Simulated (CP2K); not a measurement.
## A series of single points on Gd

System: Gd (Im-3m, 1 atom in the cell).
Method: Kohn-Sham DFT of a periodic cell, PBE, GTH-PBE with UZH-DZVP basis, spin-polarised (CP2K 2026.2).

The 6 runs differ only in the geometry, by an even scaling of the cell at fixed fractional positions. The structure derives from an entry of the Crystallography Open Database.

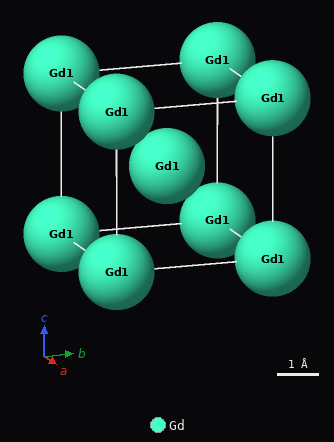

Figure 1. The structure of run 4 (spheres-only view of the cell 2 times as large as that of the calculation, set on its symmetry axes, seen slightly off an axis; atoms are numbered from 1 in the order of the input).

### Input of run 4
```
&GLOBAL
  PROJECT gd_eos
  RUN_TYPE ENERGY_FORCE
  PRINT_LEVEL LOW
&END GLOBAL
&FORCE_EVAL
  METHOD QS
  STRESS_TENSOR ANALYTICAL
  &DFT
    BASIS_SET_FILE_NAME BASIS_MOLOPT_UCL
    POTENTIAL_FILE_NAME GTH_POTENTIALS
    UKS T
    MULTIPLICITY 9
    WFN_RESTART_FILE_NAME previous-RESTART.kp
    &MGRID
      CUTOFF 450
      REL_CUTOFF 60
      NGRIDS 4
    &END MGRID
    &QS
      METHOD GPW
      EPS_DEFAULT 1.0E-10
    &END QS
    &KPOINTS
      SCHEME MONKHORST-PACK 9 9 9
      GAMMA_CENTERED T
      SYMMETRY T
      SYMMETRY_BACKEND SPGLIB
    &END KPOINTS
    &SCF
      SCF_GUESS RESTART
      EPS_SCF 1.0E-6
      MAX_SCF 150
      ADDED_MOS 13 21
      CHOLESKY OFF
      EPS_EIGVAL 1.0E-7
      &DIAGONALIZATION ON
        ALGORITHM STANDARD
      &END DIAGONALIZATION
      &MIXING ON
        METHOD BROYDEN_MIXING
        ALPHA 0.2
        BETA 1.5
        NBUFFER 10
      &END MIXING
      &SMEAR ON
        METHOD FERMI_DIRAC
        ELECTRONIC_TEMPERATURE [K] 580.226
      &END SMEAR
    &END SCF
    &XC
      &XC_FUNCTIONAL PBE
      &END XC_FUNCTIONAL
    &END XC
    &PRINT
      &KPOINTS ON
      &END KPOINTS
      &MULLIKEN ON
      &END MULLIKEN
      &MO ON
        ENERGIES T
        OCCUPATION_NUMBERS T
        &EACH
          QS_SCF 0
        &END EACH
        ADD_LAST NUMERIC
      &END MO
    &END PRINT
  &END DFT
  &SUBSYS
    &CELL
      A 3.5306313959 0.0000000000 0.0000000000
      B -1.1768771320 3.3287112026 0.0000000000
      C -1.1768771320 -1.6643556013 2.8827484633
      PERIODIC XYZ
    &END CELL
    &COORD
      SCALED
      Gd  0.0000000000 0.0000000000 0.0000000000
    &END COORD
    &KIND Gd
      BASIS_SET DZVP-MOLOPT-SR-GTH-q18
      POTENTIAL GTH-PBE-q18
      MAGNETIZATION 7.0
    &END KIND
    &PRINT
      &ATOMIC_COORDINATES ON
      &END ATOMIC_COORDINATES
      &CELL ON
      &END CELL
    &END PRINT
  &END SUBSYS
  &PRINT
    &FORCES ON
    &END FORCES
    &STRESS_TENSOR ON
    &END STRESS_TENSOR
  &END PRINT
&END FORCE_EVAL
```

Command:
```bash
OMP_NUM_THREADS=4 cp2k.psmp -i gd_eos.inp -o gd_eos.out
```

Lattice vectors (Å) and fractional positions of run 4:
```
   3.530631    0.000000    0.000000
  -1.176877    3.328711    0.000000
  -1.176877   -1.664356    2.882748
Gd  0.000000  0.000000  0.000000
```

Run 5 differs from it as follows:
```diff
-      A 3.5306313959 0.0000000000 0.0000000000
-      B -1.1768771320 3.3287112026 0.0000000000
-      C -1.1768771320 -1.6643556013 2.8827484633
+      A 3.5535582162 0.0000000000 0.0000000000
+      B -1.1845194054 3.3503268161 0.0000000000
+      C -1.1845194054 -1.6751634081 2.9014681337
```

### Results, with one run withheld

```csv
run,volume per atom (Å³),"free energy per atom, from the lowest run given (meV)",pressure (GPa)
1,31.222,18.16,2.84
2,31.886,8.36,1.91
3,32.551,2.26,1.05
4,33.879,0.00,−0.46
5,34.544,?,?
6,35.208,9.13,−1.70
```

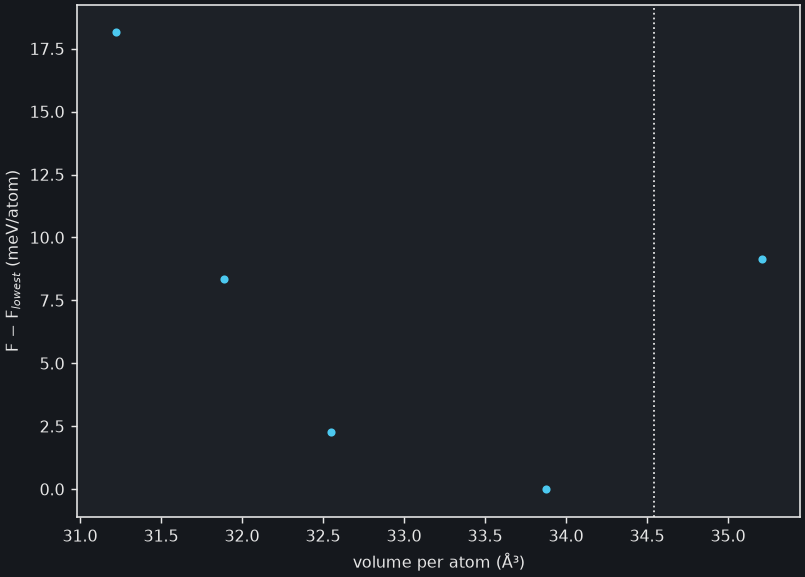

Figure 2. Free energy per atom of the runs given; the dotted line marks run 5.

Fit the runs given and predict run 5.

A cubic polynomial in V^(−2/3) (the Birch–Murnaghan form), fitted to the 5 runs given, misses them by under 0.01 meV per atom. With x = V^(−2/3) − 0.09740 Å⁻², it reads F = 0.45777 + 1985.8 x + 9.1738e+05 x² − 2.4148e+06 x³ (meV per atom). At run 5 it gives 3.27 meV per atom, and the run itself gives 3.28. The slope of the fit gives a pressure −dF/dV of −1.11 GPa there, and the run prints −1.11 GPa. The fit has its minimum at 33.451 Å³ per atom, where V d²F/dV² gives 36.5 GPa: the bulk modulus at this level, since symmetry fixes the shape and the positions.

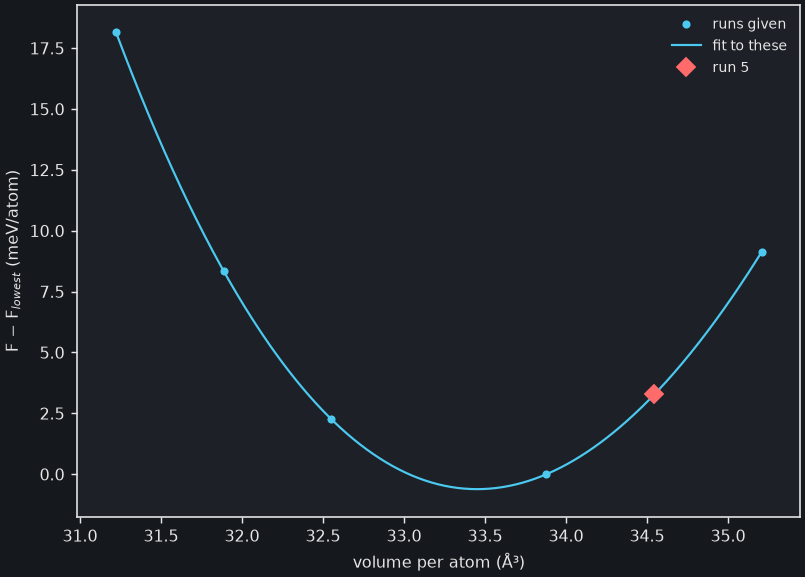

Figure 3. The fit and the withheld run.

### Some lines of the output (run 5)
```
[...]
 CELL| Volume [angstrom^3]:                                            34.543665
 CELL_REF| Volume [angstrom^3]:                                        34.543665
                        Smear method:                                FERMI_DIRAC
  Step     Update method      Time    Convergence         Total energy    Change
  Fermi energy:                                                 0.29694292913162
  Total energy:                                              -107.96197439721760
  Total energy (extrapolated to T->0):                       -107.96167186362469
 MO| E(Fermi):            0.296943 a.u.          8.080228 eV
```
